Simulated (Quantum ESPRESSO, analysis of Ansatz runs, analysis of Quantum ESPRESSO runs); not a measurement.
# Substitutional P in diamond: charge-transition level against experiment (Quantum ESPRESSO), part 3 of 4

Aim: the charge-transition level of substitutional P in diamond, to be set beside the measurement. Set-up: PBE, GBRV 1.5 PBE, cutoffs x 0.85, 64-site cell, PBE lattice, k: the zone centre alone then 2x2x2 shifted, dielectric constants 5.7 and 5.7 (handbook). The model is a cell of 64 host atoms with 1 C taken out and 1 P put in. The level is the Fermi energy at which two charge states have equal formation energy, after a correction for the images of the charge. This set-up takes another basis size than the usual one.

Quantum ESPRESSO 7.5; PBE, GBRV 1.5 PBE, cutoffs x 0.85, 64-site cell, PBE lattice, k: the zone centre alone then 2x2x2 shifted, dielectric constants 5.7 and 5.7 (handbook).

So far: The structure; Relaxation, charge +1; Single point, charge +1.

## Step 4: Relaxation, charge 0

Level of this step: Quantum ESPRESSO plane-wave DFT, PBE, GBRV 1.5 PBE potentials; relaxation of all atoms of a defect supercell (Quantum ESPRESSO).

Contents of pw.in:

```
&CONTROL
  calculation = 'relax'
  prefix = 'pwscf'
  outdir = './tmp'
  pseudo_dir = './pseudo'
  tprnfor = .true.
  disk_io = 'low'
  nstep = 70
  forc_conv_thr = 0.00078
  etot_conv_thr = 0.0001
/
&SYSTEM
  ibrav = 0
  nat = 64
  ntyp = 2
  ecutwfc = 38
  ecutrho = 306
  nbnd = 133
  occupations = 'smearing'
  smearing = 'fd'
  degauss = 0.00073499
  nspin = 2
  starting_magnetization(1) = 0.125
  starting_magnetization(2) = 0.1
  tot_magnetization = 1
  nosym = .true.
/
&ELECTRONS
  conv_thr = 6d-08
  electron_maxstep = 100
  mixing_beta = 0.3
/
&IONS
  ion_dynamics = 'bfgs'
/
ATOMIC_SPECIES
C     12.0110 c_pbe_v1.2.uspp.F.UPF
P     30.9738 p_pbe_v1.5.uspp.F.UPF
CELL_PARAMETERS angstrom
   7.1413542048    0.0000000000    0.0000000000
   0.0000000000    7.1413542048    0.0000000000
   0.0000000000    0.0000000000    7.1413542048
ATOMIC_POSITIONS crystal
C      0.0044652213    0.0048371578    0.2523841832
C     -0.0038865473    0.2521050617   -0.0054299256
[... 1 atom line left out ...]
C      0.2432238634    0.2511043321    0.2513729712
C      0.1298886615    0.1232023970    0.3703212994
[... 2 atom lines left out ...]
P      0.3754387746    0.3816365000    0.3728125423
[... 5 atom lines left out ...]
C      0.1309648201    0.3754610116    0.6213628285
C      0.3772723090    0.1307862393    0.6282212844
[... 5 atom lines left out ...]
C      0.1314399637    0.6275400060    0.3760468350
[... 5 atom lines left out ...]
C      0.2490089521    0.5062971749    0.5028955205
[... 10 atom lines left out ...]
C      0.6212794136    0.3706207387    0.1289999918
[... 3 atom lines left out ...]
C      0.4972998595    0.2562085523    0.5017843056
[... 3 atom lines left out ...]
C      0.6196853016    0.3731222399    0.6291531464
[... 2 atom lines left out ...]
C      0.4956111469    0.5028791361    0.2546334836
[... 3 atom lines left out ...]
C      0.6235212152    0.6188243242    0.3720512968
[... 10 atom lines left out ...]
C      0.8701849222    0.8721462567    0.8707938377
K_POINTS gamma
```

The run is started by

```bash
$ OMP_NUM_THREADS=1 mpirun -n 4 pw.x -in pw.in > pw.out
```

What it wrote:

```text
[banner, memory and clock lines left out]
          URL

     gamma-point specific algorithms are used

     bravais-lattice index     =            0
     lattice parameter (alat)  =      13.4952  a.u.
     unit-cell volume          =    2457.7535 (a.u.)^3
     number of atoms/cell      =           64
     number of atomic types    =            2
     number of electrons       =       257.00 (up: 129.00, down: 128.00)
     number of Kohn-Sham states=          133
     kinetic-energy cutoff     =      38.0000  Ry
     charge density cutoff     =     306.0000  Ry
     scf convergence threshold =      6.0E-08
     mixing beta               =       0.3000
     number of iterations used =            8  plain     mixing
     energy convergence thresh.=      1.0E-04
     force convergence thresh. =      7.8E-04
     Exchange-correlation=  SLA  PW   PBX  PBC
                           (   1   4   3   4   0   0   0)
     nstep                     =           70

     celldm(1)=  13.495204  celldm(2)=   0.000000  celldm(3)=   0.000000
     celldm(4)=   0.000000  celldm(5)=   0.000000  celldm(6)=   0.000000

     crystal axes: (cart. coord. in units of alat)
               a(1) = (   1.000000   0.000000   0.000000 )
               a(2) = (   0.000000   1.000000   0.000000 )
               a(3) = (   0.000000   0.000000   1.000000 )

     reciprocal axes: (cart. coord. in units 2 pi/alat)
               b(1) = (  1.000000  0.000000  0.000000 )
               b(2) = (  0.000000  1.000000  0.000000 )
               b(3) = (  0.000000  0.000000  1.000000 )

     PseudoPot. # 1 for C  read from file:
     c_pbe_v1.2.uspp.F.UPF
     Pseudo is Ultrasoft + core correction, Zval =  4.0
     Generated by new atomic code, or converted to UPF format
     Using radial grid of  721 points,  4 beta functions with:
                l(1) =   0
                l(2) =   0
                l(3) =   1
                l(4) =   1
     Q(r) pseudized with  8 coefficients,  rinner =    1.100   1.100   1.100

     PseudoPot. # 2 for P  read from file:
     p_pbe_v1.5.uspp.F.UPF
     Pseudo is Ultrasoft + core correction, Zval =  5.0
     Generated by new atomic code, or converted to UPF format
     Using radial grid of  903 points,  6 beta functions with:
                l(1) =   0
                l(2) =   0
                l(3) =   1
                l(4) =   1
                l(5) =   2
                l(6) =   2
     Q(r) pseudized with  8 coefficients,  rinner =    1.300   1.300   1.300
                                                       1.300   1.300

     atomic species   valence    mass     pseudopotential
     C                 4.00    12.01100     C ( 1.00)
     P                 5.00    30.97380     P ( 1.00)

     Starting magnetic structure
     atomic species   magnetization
     C               0.125
     P               0.100

     No symmetry found

   Cartesian axes

     site n.     atom                  positions (alat units)
         1        C      tau(   1) = (   0.0044652   0.0048372   0.2523842  )
         2        C      tau(   2) = (  -0.0038865   0.2521051  -0.0054299  )
         3        C      tau(   3) = (   0.2560639   0.0029596   0.0018684  )
         4        C      tau(   4) = (   0.2432239   0.2511043   0.2513730  )
         5        C      tau(   5) = (   0.1298887   0.1232024   0.3703213  )
         6        C      tau(   6) = (   0.1297751   0.3768662   0.1202317  )
         7        C      tau(   7) = (   0.3697124   0.1280661   0.1215853  )
         8        P      tau(   8) = (   0.3754388   0.3816365   0.3728125  )
         9        C      tau(   9) = (   0.0064836  -0.0026171   0.7496334  )
        10        C      tau(  10) = (  -0.0060916   0.2497993   0.5034457  )
        11        C      tau(  11) = (   0.2552553   0.0044004   0.4985719  )
        12        C      tau(  12) = (   0.2517453   0.2436197   0.7477052  )
        13        C      tau(  13) = (   0.1299600   0.1243778   0.8700977  )
        14        C      tau(  14) = (   0.1309648   0.3754610   0.6213628  )
        15        C      tau(  15) = (   0.3772723   0.1307862   0.6282213  )
        16        C      tau(  16) = (   0.3794093   0.3780898   0.8794757  )
        17        C      tau(  17) = (   0.0038021   0.4948532   0.2528417  )
[...]
57        C      tau(  57) = (   0.5048271   0.4968756   0.7460052  )
        58        C      tau(  58) = (   0.5059126   0.7519547   0.5032001  )
        59        C      tau(  59) = (   0.7482922   0.4950913   0.4953087  )
        60        C      tau(  60) = (   0.7502710   0.7494121   0.7430285  )
        61        C      tau(  61) = (   0.6212194   0.6235626   0.8692850  )
        62        C      tau(  62) = (   0.6216633   0.8688655   0.6244953  )
        63        C      tau(  63) = (   0.8741096   0.6241099   0.6318874  )
        64        C      tau(  64) = (   0.8701849   0.8721463   0.8707938  )

     number of k points=     1  Fermi-Dirac smearing, width (Ry)=  0.0007
                       cart. coord. in units 2pi/alat
        k(    1) = (   0.0000000   0.0000000   0.0000000), wk =   1.0000000

     Dense  grid:   111028 G-vectors     FFT dimensions: (  75,  75,  75)

     Smooth grid:    39007 G-vectors     FFT dimensions: (  54,  54,  54)

     Generating pointlists ...
     new r_m :   0.0843 (alat units)  1.1375 (a.u.) for type    1
     new r_m :   0.0856 (alat units)  1.1558 (a.u.) for type    2

     Initial potential from superposition of free atoms

     starting charge     256.9973, renormalised to     257.0000
     Starting wfcs are  256 randomized atomic wfcs

     Self-consistent Calculation

     iteration #  1     ecut=    38.00 Ry     beta= 0.30
     Davidson diagonalization with overlap
     ethr =  1.00E-02,  avg # of iterations =  2.0

     total energy              =    -737.62882708 Ry
     estimated scf accuracy    <       4.32197898 Ry

     total magnetization       =     1.00 Bohr mag/cell
     absolute magnetization    =     1.17 Bohr mag/cell

     iteration #  2     ecut=    38.00 Ry     beta= 0.30
     Davidson diagonalization with overlap
     ethr =  1.68E-03,  avg # of iterations =  3.0

     total energy              =    -737.20781716 Ry
     estimated scf accuracy    <       1.72223585 Ry

     total magnetization       =     1.00 Bohr mag/cell
     absolute magnetization    =     1.07 Bohr mag/cell

     iteration #  3     ecut=    38.00 Ry     beta= 0.30
     Davidson diagonalization with overlap
     ethr =  6.70E-04,  avg # of iterations =  2.0

     total energy              =    -737.36437135 Ry
[...]
CASE: energy            _new < energy            _old

     new trust radius        =       0.0023060153 bohr
     new conv_thr            =       0.0000000006 Ry

ATOMIC_POSITIONS (crystal)
C               -0.0025888685       -0.0027513689        0.2491083939
C               -0.0016088155        0.2503462509       -0.0027619973
C                0.2504735591       -0.0017378813       -0.0027518355
C                0.2378734639        0.2377192634        0.2349744185
C                0.1222620131        0.1221469538        0.3731990605
C                0.1217113263        0.3740375943        0.1191314406
C                0.3742200059        0.1215506545        0.1191060596
P                0.3701183209        0.3698612764        0.3793315093
C                0.0005480286        0.0003626736        0.7488814685
C                0.0004495048        0.2503942477        0.4988609832
C                0.2505066073        0.0003280372        0.4988497384
C                0.2504851184        0.2503617035        0.7489637047
C                0.1249272548        0.1248045815        0.8735179158
C                0.1222851401        0.3760303008        0.6271026394
C                0.3761603655        0.1221362882        0.6271206938
C                0.3753029863        0.3751189736        0.8749564219
[...]
NEW-OLD atomic charge density approx. for the potential
     Generating pointlists ...

     Self-consistent Calculation

     iteration #  1     ecut=    38.00 Ry     beta= 0.30
     Davidson diagonalization with overlap
     ethr =  1.00E-06,  avg # of iterations =  2.0

     Threshold (ethr) on eigenvalues was too large:
     Diagonalizing with lowered threshold

     Davidson diagonalization with overlap
     ethr =  1.16E-09,  avg # of iterations =  7.0

     total energy              =    -737.87557161 Ry
     estimated scf accuracy    <       0.00000481 Ry

     total magnetization       =     1.00 Bohr mag/cell
     absolute magnetization    =     1.10 Bohr mag/cell

     iteration #  2     ecut=    38.00 Ry     beta= 0.30
     Davidson diagonalization with overlap
     ethr =  1.87E-09,  avg # of iterations =  2.0

     total energy              =    -737.87557153 Ry
     estimated scf accuracy    <       0.00000139 Ry

     total magnetization       =     1.00 Bohr mag/cell
     absolute magnetization    =     1.10 Bohr mag/cell

     iteration #  3     ecut=    38.00 Ry     beta= 0.30
     Davidson diagonalization with overlap
     ethr =  5.40E-10,  avg # of iterations =  3.5

     total energy              =    -737.87557165 Ry
     estimated scf accuracy    <       0.00000022 Ry

     total magnetization       =     1.00 Bohr mag/cell
     absolute magnetization    =     1.10 Bohr mag/cell

     iteration #  4     ecut=    38.00 Ry     beta= 0.30
     Davidson diagonalization with overlap
     ethr =  8.53E-11,  avg # of iterations =  3.0

     total energy              =    -737.87557168 Ry
     estimated scf accuracy    <       0.00000003 Ry

     total magnetization       =     1.00 Bohr mag/cell
     absolute magnetization    =     1.10 Bohr mag/cell

     iteration #  5     ecut=    38.00 Ry     beta= 0.30
     Davidson diagonalization with overlap
     ethr =  1.12E-11,  avg # of iterations =  6.0

     total energy              =    -737.87557169 Ry
     estimated scf accuracy    <          5.8E-09 Ry

     total magnetization       =     1.00 Bohr mag/cell
     absolute magnetization    =     1.10 Bohr mag/cell

     iteration #  6     ecut=    38.00 Ry     beta= 0.30
     Davidson diagonalization with overlap
     ethr =  2.25E-12,  avg # of iterations =  3.5

     total energy              =    -737.87557169 Ry
     estimated scf accuracy    <          1.5E-09 Ry

     total magnetization       =     1.00 Bohr mag/cell
     absolute magnetization    =     1.10 Bohr mag/cell

     iteration #  7     ecut=    38.00 Ry     beta= 0.30
     Davidson diagonalization with overlap
     ethr =  5.71E-13,  avg # of iterations =  4.5

     Magnetic moment per site  (integrated on atomic sphere of radius R)
[...]
atom  57 (R=0.084)  charge=  1.7618  magn=  0.0115
     atom  58 (R=0.084)  charge=  1.7650  magn=  0.0007
     atom  59 (R=0.084)  charge=  1.7651  magn=  0.0007
     atom  60 (R=0.084)  charge=  1.7702  magn=  0.0011
     atom  61 (R=0.084)  charge=  1.7684  magn=  0.0017
     atom  62 (R=0.084)  charge=  1.7676  magn=  0.0001
     atom  63 (R=0.084)  charge=  1.7676  magn=  0.0001
     atom  64 (R=0.084)  charge=  1.7630  magn=  0.0003

     End of self-consistent calculation

 ------ SPIN UP ------------

          k = 0.0000 0.0000 0.0000 (  4886 PWs)   bands (ev):

[...]
17.3018  17.6620  17.6627  17.8997  17.9001

 ------ SPIN DOWN ----------

          k = 0.0000 0.0000 0.0000 (  4886 PWs)   bands (ev):

[...]
5.2357   5.2360   5.3543   5.3546   5.3784   5.8415   5.8416   5.8650
     5.8652   5.9109   5.9740   5.9741   5.9823   6.0420   6.0422   6.0745
     6.1540   7.2663   7.2666   7.2668   7.2906   7.3050   7.3051   8.9430
     8.9434   9.0585   9.0606   9.0608   9.2983   9.3520   9.3525   9.3967
     9.4016   9.4017   9.4031   9.4375   9.4930   9.4931   9.6129   9.6132
     9.6412  10.4802  10.5092  10.5095  10.5415  10.5452  10.5453  10.5810
    10.5812  10.6066  10.6448  10.6455  10.6864  10.6967  10.6967  10.7678
    10.8089  10.8094  11.0038  11.0040  11.1441  13.6011  13.6016  13.6137
    17.7116  17.7125  17.7277  17.9250  17.9253

     the spin up/dw Fermi energies are    17.4786   14.7656 ev

!    total energy              =    -737.87557169 Ry
     estimated scf accuracy    <          1.6E-10 Ry
     smearing contrib. (-TS)   =      -0.00000000 Ry
     internal energy E=F+TS    =    -737.87557169 Ry

     The total energy is F=E-TS. E is the sum of the following terms:
     one-electron contribution =     262.54916335 Ry
     hartree contribution      =      62.97804401 Ry
     xc contribution           =    -239.28552529 Ry
     ewald contribution        =    -824.11725376 Ry

     total magnetization       =     1.00 Bohr mag/cell
     absolute magnetization    =     1.10 Bohr mag/cell

     convergence has been achieved in   7 iterations

     Forces acting on atoms (cartesian axes, Ry/au):

[...]
atom   57 type  1   force =     0.00003975   -0.00009696    0.00012377
     atom   58 type  1   force =     0.00003933    0.00006390   -0.00000186
     atom   59 type  1   force =     0.00017148   -0.00002921    0.00001471
     atom   60 type  1   force =    -0.00005202    0.00000420   -0.00006964
     atom   61 type  1   force =     0.00024021   -0.00004488    0.00003762
     atom   62 type  1   force =     0.00026556   -0.00012921    0.00011929
     atom   63 type  1   force =     0.00018351    0.00010691    0.00010704
     atom   64 type  1   force =     0.00016232   -0.00000733   -0.00012185

     Total force =     0.002003     Total SCF correction =     0.000019
     Energy error            =      1.4E-05 Ry
     Gradient error          =      4.8E-04 Ry/Bohr

     bfgs converged in   9 scf cycles and   8 bfgs steps
     (criteria: energy <  1.0E-04 Ry, force <  7.8E-04 Ry/Bohr)

     End of BFGS Geometry Optimization

     Final energy             =    -737.8755716912 Ry

     File ./tmp/pwscf.bfgs deleted, as requested
Begin final coordinates

ATOMIC_POSITIONS (crystal)
[...]
C                0.5000976531        0.4999497340        0.7502129648
C                0.4996613692        0.7510246399        0.4991524218
C                0.7511453957        0.4995234192        0.4991667667
C                0.7500643132        0.7499225353        0.7490128782
C                0.6251771303        0.6250513286        0.8743900404
C                0.6252953546        0.8745213336        0.6248197600
C                0.8746437441        0.6251527627        0.6248261316
C                0.8752687195        0.8750969797        0.8741509973
End final coordinates
```

Elapsed: 4.9 min, on 4 MPI ranks of Arm Neoverse N1, shared host; peak memory 0.82 GiB; 16 min of CPU time.

The steps of the relaxation:

| step | energy less that of the first step (eV) |
| --- | --- |
| 0 | 0.0000 |
| 1 | -5.6452 |
| 2 | -6.6273 |
| 3 | -6.7294 |
| 4 | -6.7488 |
| 5 | -6.7566 |
| 6 | -6.7588 |
| 7 | -6.7596 |
| 8 | -6.7598 |

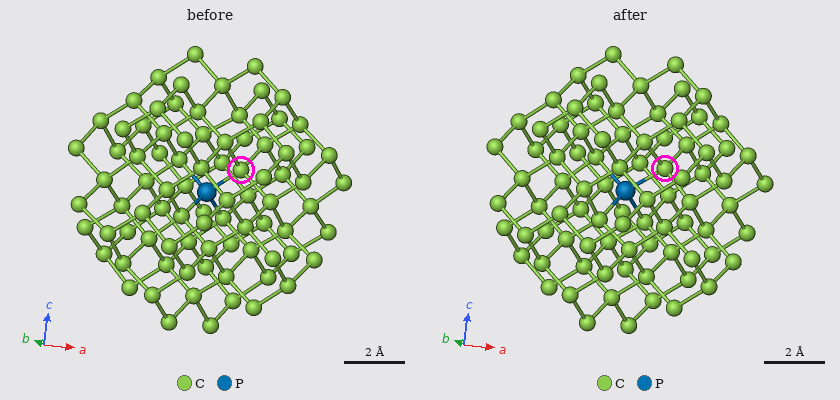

Before and after: the atoms that start within 5 Å of the centre. C42, which moves most, is ringed if it is among them.

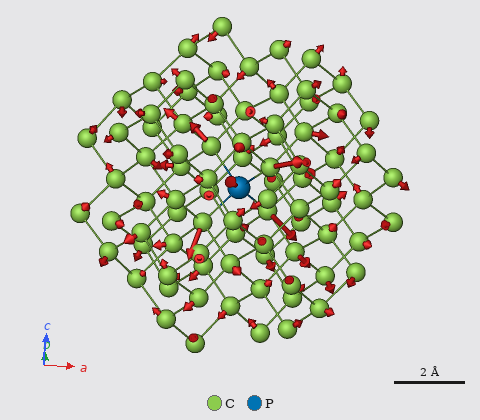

Displacements in the relaxation near the centre, exaggerated; the longest in the cell stands for 0.19 Å.

The atoms that moved most (Å):

| atom | dx | dy | dz | length |
| --- | --- | --- | --- | --- |
| C42 | 0.123 | -0.132 | 0.070 | 0.193 |
| C49 | 0.113 | 0.059 | -0.119 | 0.174 |
| C4 | -0.038 | -0.096 | -0.117 | 0.156 |
| C27 | -0.079 | 0.057 | 0.062 | 0.115 |
| P8 | -0.038 | -0.084 | 0.047 | 0.103 |
| C38 | 0.051 | 0.038 | -0.057 | 0.086 |
| C1 | -0.050 | -0.054 | -0.023 | 0.078 |
| C46 | 0.076 | 0.006 | -0.010 | 0.077 |

Neighbours of P8 at the end:

| atom | distance (Å) |
| --- | --- |
| C42 | 1.687 |
| C4 | 1.687 |
| C27 | 1.687 |
| C49 | 1.748 |
| C15 | 2.503 |
| C5 | 2.503 |
| C14 | 2.503 |
| C7 | 2.569 |
| C46 | 2.569 |
| C37 | 2.569 |
| C6 | 2.569 |
| C31 | 2.569 |
| C21 | 2.569 |
| C38 | 2.609 |
| C53 | 2.609 |
| C23 | 2.609 |

Numbers from this step:

- total moment: 1.0000 μB
- integral of the absolute spin density: 1.100 μB

First to last step the energy falls by 6.760 eV; the largest move, 0.19 Å, is that of C42. Judged within 0.08 Å, the space group went from P1 to R3m.

(Continued in part 4 of 4.)

[Logs are printed without paths, hosts, clocks, repeated set-up lines and the standing remarks that a program may print on its own settings, such as how far it seeks lower states.]

[Hosts, paths, dates, database ids (printed as entryN), source tags and the programs' standing remarks are cut or masked in the printed files.]

[For some hosts the program warned that the k-mesh of the response run may be too coarse for force constants and the static dielectric constant; such warnings are not shown here.]
